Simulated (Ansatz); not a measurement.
# Band-structure calculation, with input and output: CoO

- system: CoO (4 atoms in the cell)
- method: DFT PBEsol, scalar-relativistic, plane waves, PAW, spin-polarised (Ansatz 0.2.0)

The structure derives from a Materials Project entry. Figures and captions count atoms from 1; the log counts them from 0 in places.

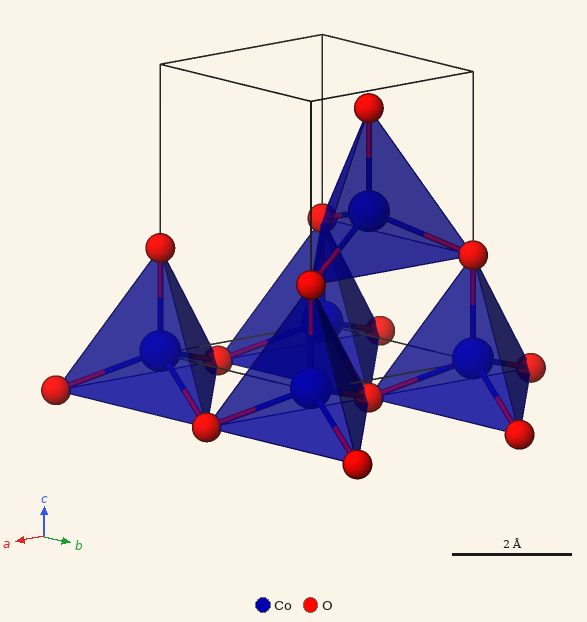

**Figure 1.** The structure as given in the input (polyhedral view of the cell of the calculation, seen at an oblique angle; polyhedra are completed across the faces of the cell). An atom can appear more than once, as a periodic image.

### Input file
```yaml
crystal:
  lattice:
    - [3.0504959797, 0.0, 0.0]
    - [-1.5252479898, 2.6418070125, 0.0]
    - [0.0, 0.0, 5.2535342778]
  atoms:
    - { symbol: Co, position: [0.0, 0.0, 0.0095001276], spin: -2.08 }
    - { symbol: Co, position: [0.3333333333, 0.6666666667, 0.5095004128], spin: 2.08 }
    - { symbol: O, position: [0.0, 0.0, 0.3655001695], spin: 0.16 }
    - { symbol: O, position: [0.3333333333, 0.6666666667, 0.8655002901], spin: -0.16 }
basis:
  ecutwfc: 420
kpoints:
  mp_grid: { grid: [18, 18, 8] }
  band_path:
    path:
      - [[0.0, 0.0, 0.0], [0.5, 0.0, 0.0], [0.33333333, 0.33333333, 0.0], [0.0, 0.0, 0.0], [0.0, 0.0, 0.5], [0.5, 0.0, 0.5], [0.33333333, 0.33333333, 0.5], [0.0, 0.0, 0.5]]
      - [[0.5, 0.0, 0.5], [0.5, 0.0, 0.0]]
      - [[0.33333333, 0.33333333, 0.5], [0.33333333, 0.33333333, 0.0]]
    npoints: 14
hamiltonian:
  xc: pbesol
scf:
  occupations: { method: gaussian, width: 0.1 }
  n_extra_bands: 10
output:
  forces: true
  stress: true
  eigenvalues: true
  populations: true
  dos: { projected: true, de: 0.02, nscf_kmesh: { grid: [27, 27, 12] } }
  bader: true
  write_density: true
  write_potential: true
  elf: true
  volumetric_format: npy
magnetization:
  spin_polarized: true
checkpoint:
  read: start.run
  write: ck
  compress: false
  write_wavefunctions: false
  write_every: 100000
```

Run on 1 thread of Intel Xeon @ 2.50GHz (Skylake/Cascade Lake), 189 GiB of memory available, shared host.

Launch command:
```bash
ansatz run input.yaml --threads 1 --pin off --max-ram 2560MiB --backend cpu --events-out ev --progress --plain --runs-dir out
```

### The program's output
```
Warning: checkpoint.read: spin seed differs: saved c3191a9b1fd7…, current f833b27ccc67…; the loaded state replaces the seed-built initial guess (but the starting_ns of a DFT+U solve that opens without the state's occupation matrices), so the run may converge into the producing seed's basin, or, where the symmetry group that follows from this deck's starting moments and starting_ns does not hold the saved magnetisation, lose that magnetisation at its first build. Where atoms have moved since the state was saved, this difference can also decide whether moments are moved with them. A self-consistent run of this deck without the state starts from its starting moments and, under a DFT+U term, its starting_ns
scf.n_extra_bands = 10 over 23 filled bands (N_el = 46.0): the run solves 33 bands
Engine: ansatz 0.2.0, x86_64-unknown-linux-gnu
Pseudopotentials: kind: paw
Pseudopotential: Co, paw, valence charge 17, recommended cutoff 420 eV (normal), Co.paw.azcp
Pseudopotential: O, paw, valence charge 6, recommended cutoff 420 eV (normal), O.paw.azcp
Functional definition: PBEsol
  exchange = pbesol_x
  correlation = pbesol_c
Crystal: 4 atoms, lattice volume = 42.337 Å³
Basis set: ecut = 420 eV, 845 PW (Γ), exchange–correlation on 48×48×72 points (8 copies of the dense FFT grid, shifted against one another)
Bands: 33, of which v1, the nominal top of the filled ones, is band 23 counted from 1 (22 counted from 0)
Symmetry: 6 space group operations
Space group: P3m1 (ITA 156), of the structure as read, at distance tolerance 3.5e-5 Å
Magnetic group: BNS 186.206 (UNI 1436), of the structure as read, at distance tolerance 3.5e-5 Å
k-points: 266 of 2592 (time reversal used)
Non-local potential: Co, projectors of the file, l = 0: 3, l = 1: 2, l = 2: 3, l = 3: 1
Non-local potential: O, projectors of the file, l = 0: 2, l = 1: 2, l = 2: 1
PAW form: soft (Blöchl's): semilocal exchange-correlation on the pseudo side does not see the compensation charge
PAW frozen core: Co, regenerated for the run's functional, and the local potential with it (the file was generated under x = pbe(κ = 0.804, μ = 0.2195149727645171), c = pbe(β = 0.06672455060314922))
PAW frozen core: O, regenerated for the run's functional, and the local potential with it (the file was generated under x = pbe(κ = 0.804, μ = 0.2195149727645171), c = pbe(β = 0.06672455060314922))
PAW one-centre angular grid: Co, 590 points (default); XC on 64 Gauss nodes
PAW one-centre angular grid: O, 110 points (default); XC on 64 Gauss nodes
Initial density: read from a saved state, or passed on in memory by an earlier SCF of this step, an earlier step, the calling program or the single point that the run made first
Starting moments: Σ|m| = 4.48 μB on 4 of 4 sites; this step starts from the density that it was given
Initial wavefunctions: pseudopotential atomic-orbital guess
Functional: x = pbesol(κ = 0.804, μ = 0.12345679012345678), c = pbesol(β = 0.046)
iter 1 solved again at ethr=6.28e-8 eV; its pass at ethr=3.10e-3 eV (dr2=2.89e-5 eV) is discarded
SCF iter   1: F=—  HF=-11305.140488 eV  |F-HF|=—  |Δ(HF+E_count)|=         —  Δρ=7.14e-7 (↑5.54e-7 ↓7.14e-7)  dr2=3.99e-10  dr2_m=2.76e-11  M=0.000 μB ∫|m|=4.508 μB  β_m=0.30  ethr=6.28e-8  ⟨swp⟩=3.1  Hψ=112142  notcnv=0
eigensolver tolerance schedule: the retry pair's looser diagonalisation over-reported the residual by 72314.64 of it (diagonalisation noise at an unbounded share of the residual, at the tolerance the schedule requests for it); recorded, not acted on — ethr = c·dr2/N_el stays at c = 1.0e-1
preconditioner: auto → Kerker (q_TF=auto, 2.766 Å⁻¹)  [metal: Δε(μ)=0.003 eV  Ē_g=13.009 eV  σ=0.100 eV  W_gap=0.02  n_scr=22 (ndim 8)  ℏωp=31.3 eV  f_vac=0.017  D(μ)=4.95/eV (n_scr^D=66)]
spin=Collinear: Kerker preconditioning applied to the charge; magnetization (m = ρ↑ − ρ↓) channel mixes plain (no charge-response kernel on spin).
SCF iter   2: F=-11305.140488 eV  HF=-11305.140488 eV  |F-HF|=2.53e-10  |Δ(HF+E_count)|=   4.71e-8  Δρ=6.35e-7 (↑3.90e-7 ↓6.35e-7)  dr2=2.74e-10  dr2_m=2.50e-11  M=0.000 μB ∫|m|=4.508 μB  ethr=1.00e-12  ⟨swp⟩=9.3  Hψ=106265  notcnv=0
SCF 1 converged in 2 iterations: F = -11305.140488 eV  dr2 = 2.74e-10
  greatest PAW one-centre occupation: 1.003 electrons in one spin orbital (limit 2), on the Co atom at site 1 (counted from 0), in its partial waves of l = 1
NSCF: frozen V_eff on 129 k-points
NSCF: frozen V_eff on 830 k-points
SCF converged after 2 iterations
Magnetization: 0.0000 μB (23.0000 up, 23.0000 down)
Absolute magnetization: 4.5080 μB (∫|ρ↑−ρ↓|, with the PAW one-centre terms)
Spin contamination: 2.0845 ħ² per cell (⟨S²⟩ above its minimum at these occupations)
Per-site moments (μB) at R_I (Å): [(-1.8903550821192776, 0.7714815994957032), (1.8903607452576003, 0.7714812427938593), (0.14107033587154802, 0.7714815994957032), (-0.14106886453013223, 0.7714812427938593)]
Free energy (F): -11305.140488 eV
Harris-Foulkes:  -11305.140488 eV  (|F-HF|=2.53e-10)
Internal energy: -11305.115721 eV  (E = F + TS)
E sigma→0 (E₀):  -11305.128104 eV
Entropy (-TS):   -0.024767 eV (-6.192 meV/atom)
Fermi energy:    12.397813 eV
--- Per-component energies (eV) ---
  E_band       = -687.886829
  E_kinetic    = 1242.505701
  E_local      = -7527.300470  (includes V_loc(G=0)·N_el)
  E_nonlocal   = 1027.494271
  E_hartree    = 3104.705273
  E_xc         = -454.328799
  E_vxc        = -586.994755  (∫ρ·V_xc dr)
  E_paw        = -3275.679313  (= ΣΔE_a)
  E_vpaw       = -1053.007479  (= ΣTr[D̂ρ^β])
  E_aug_tail   = 0.004783  (compensation charges beyond the density's cutoff)
  E_ewald      = -5422.964580
  E_core_change = 0.447414  (= ΣΔE_core)
  E_smearing   = -0.024767  (= −TS)
  E_closure    = 0.000000  (closes the sum)
  Σ components = -11305.140488   (vs F -11305.140488, Δ=0.00e0)
--- Forces (eV/Å), atoms counted from 1 ---
  atom   1  Co     0.00000000     0.00000000    -0.00008833
  atom   2  Co    -0.00000000    -0.00000000    -0.00009667
  atom   3  O      0.00000000     0.00000000     0.00009260
  atom   4  O     -0.00000000    -0.00000000     0.00008713
  max |Σ_I F_I| component: 5.27e-6 eV/Å
--- Stress (GPa, compression-positive) ---
       -0.006619       0.000000       0.000000
        0.000000      -0.006619       0.000000
        0.000000       0.000000       0.004118
  P = ⅓ Tr σ = -0.0030 GPa (-0.030 kbar)
--- Band table (eV; the first three rows and the last of 532) ---
  k-point 0 ↑: bands = ["-83.8026", "-81.3890", "-47.5138", "-47.0838", "-47.0838", "-45.0095", "-44.7994", "-44.7994", "-8.2348", "-7.4672", "4.5530", "5.7278", "6.1127", "6.1127", "6.9597", "6.9597", "10.1142", "10.1142", "10.5258", "11.3907", "11.3907", "12.4526", "12.4526", "12.5554", "14.1415", "14.3758", "14.3758", "18.3819", "19.4933", "25.9408", "27.2869", "27.2869", "28.4262"]
  k-point 1 ↑: bands = ["-83.8025", "-81.3889", "-47.5138", "-47.0838", "-47.0838", "-45.0094", "-44.7994", "-44.7994", "-8.2098", "-7.4944", "4.5715", "5.6632", "6.1167", "6.1167", "6.9479", "6.9479", "10.1266", "10.1266", "10.5943", "11.3988", "11.3988", "12.4636", "12.4636", "12.6603", "14.1591", "14.3496", "14.3496", "17.8780", "19.9789", "25.4936", "27.2745", "27.2745", "28.3084"]
  k-point 2 ↑: bands = ["-83.8026", "-81.3889", "-47.5137", "-47.0838", "-47.0838", "-45.0095", "-44.7994", "-44.7994", "-8.1399", "-7.5698", "4.6300", "5.4922", "6.1262", "6.1262", "6.9186", "6.9186", "10.1569", "10.1569", "10.7727", "11.4160", "11.4160", "12.4942", "12.4942", "12.8778", "14.2795", "14.2829", "14.2829", "17.0457", "20.7705", "24.5400", "27.2585", "27.2585", "28.0394"]
  k-point 265 ↓: bands = ["-83.8001", "-81.3863", "-47.5099", "-47.1061", "-47.1021", "-45.0049", "-44.8250", "-44.8201", "-7.3719", "-7.1082", "5.2854", "5.3620", "5.3799", "5.7450", "6.7117", "6.9273", "9.4780", "10.2576", "10.7022", "11.0399", "11.1277", "11.4624", "11.8246", "12.5473", "13.0483", "13.4752", "19.6640", "20.2680", "20.7513", "20.8383", "22.3142", "22.9150", "27.2457"]
--- Löwdin populations: 4 sites ---
  site symbol       q [e]    m [muB]
     0     Co     16.0106    -2.0140
     1     Co     16.0106     2.0140
     2      O      6.8242     0.2017
     3      O      6.8242    -0.2017
  spilling = 0.007182 (of n_electrons = 46.000000)
--- Bader charges: 4 sites ---
  site symbol  charge [e]  shift [e]    m [muB]
     0     Co      1.0999     0.0032    -2.0753
     1     Co      1.0999     0.0032     2.0753
     2      O     -1.0999     0.0032     0.1540
     3      O     -1.0999     0.0032    -0.1540
  estimated error of the sums over rays = 3.0e-4 e
```

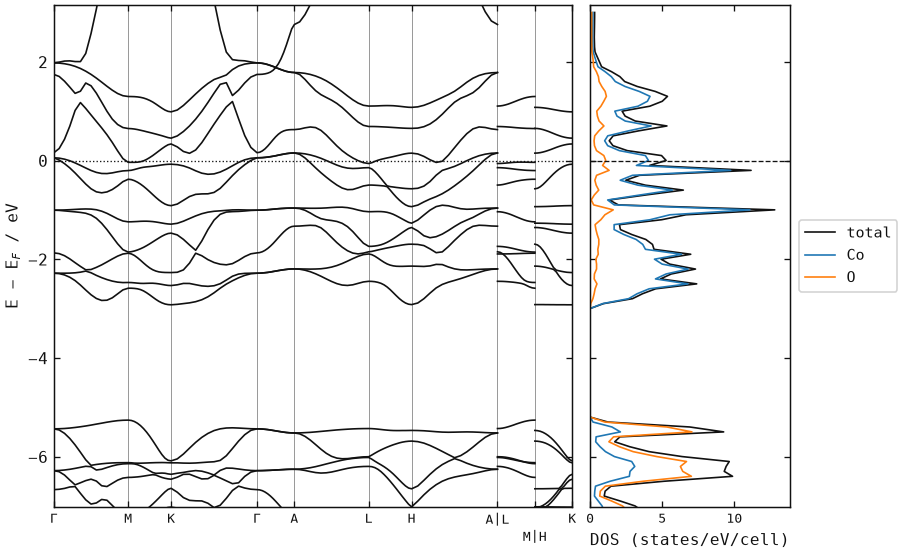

**Figure 2.** Band structure along Γ–M–K–Γ–A–L–H–A|L–M|H–K and density of states (projected on Löwdin-orthogonalised atomic shells), with energies from the Fermi level. Bands cross the Fermi level: a metal at this level of theory.

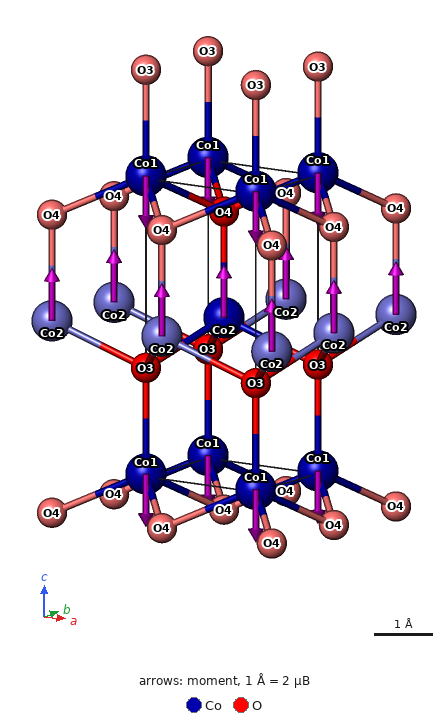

**Figure 3.** Magnetic moments of the sites as pink arrows (ball-and-stick view of the cell of the calculation, seen slightly off an axis; neighbours outside the cell are drawn fainter; atoms are numbered from 1 in the order of the input); small moments hardly show. The run is collinear, so the axis drawn is arbitrary. Site moments: Co2 (1.89 μB); Co1 (−1.89 μB); O3 (0.14 μB); O4 (−0.14 μB). They are counted near the atoms and needn't add up to the moment of the cell.

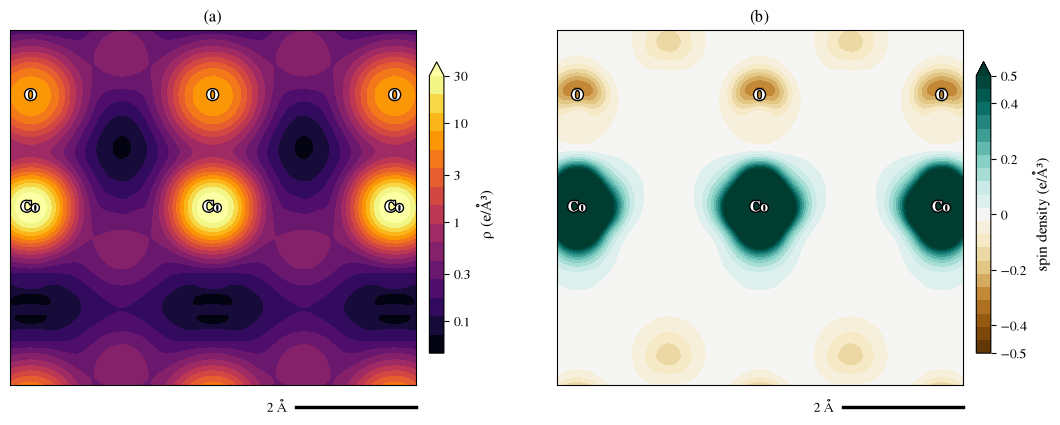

**Figure 4.** (a) valence charge density (pseudo); (b) spin density (up minus down) on the (100) plane of the conventional cell of the magnetic structure. Atoms in the plane: Co and O. Co–O (1.87 Å): the density is about 0.81 e/Å³ at the midpoint. Away from the nuclei the density in this plane falls to 0.05 e/Å³ at its lowest. The cell of the calculation (4 atoms) carries 0.0 μB net. The fields are those of the smooth PAW valence density.

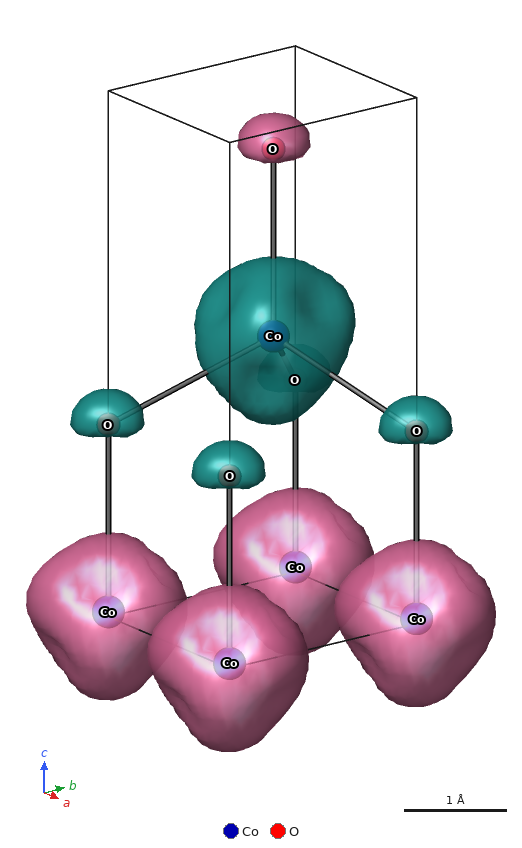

**Figure 5.** Isosurfaces of the spin density (up minus down) at +0.2 (teal) and −0.2 e/Å³ (pink), seen slightly off an axis. Sticks mark near contacts. The outline is the cell set on symmetry axes of the magnetic structure. The cell of the calculation (4 atoms) carries 0.0 μB net.

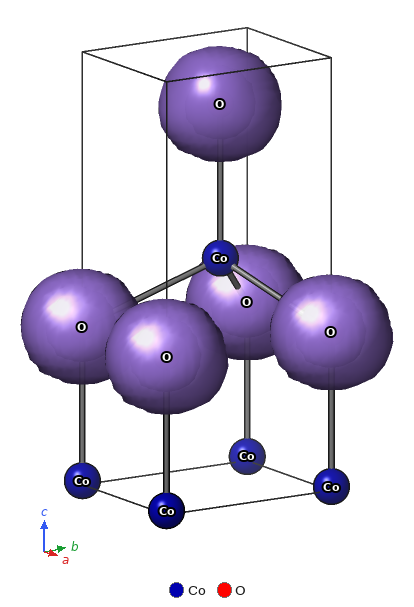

**Figure 6.** Isosurface of the electron localisation function at 0.75 (purple), seen slightly off an axis. Only the valence region is drawn (cores and ρ < 0.01 e/Å³ removed). Sticks mark near contacts. The outline is the cell set on symmetry axes of the magnetic structure. Along the contacts the grid gives the following. Co–O (1.87 Å): the ELF is about 0.20 at the midpoint; no shared pair; the contact is polar. Co–O (1.92 Å): the ELF is about 0.20 at the midpoint (no shared pair; the contact is polar).

### Key numbers

| quantity | value |
| --- | --- |
| outcome | converged |
| space group (tolerance 0.01 Å) | P6₃mc (186) |
| electrons treated | 46 |
| free energy | −11305.1405 eV |
| Fermi energy | 12.398 eV |
| gap on the k-point mesh | none (metallic) |
| net moment of the cell | 0.00 μB |
| integrated absolute moment | 4.51 μB |
| pressure | 0.00 GPa |
| largest force (length of the vector) | under 0.001 eV/Å |
| wall time | 8.6 min |
| peak memory | 1.2 GiB |

### Remarks

Warnings of the run: the state was not tested for a lower one.
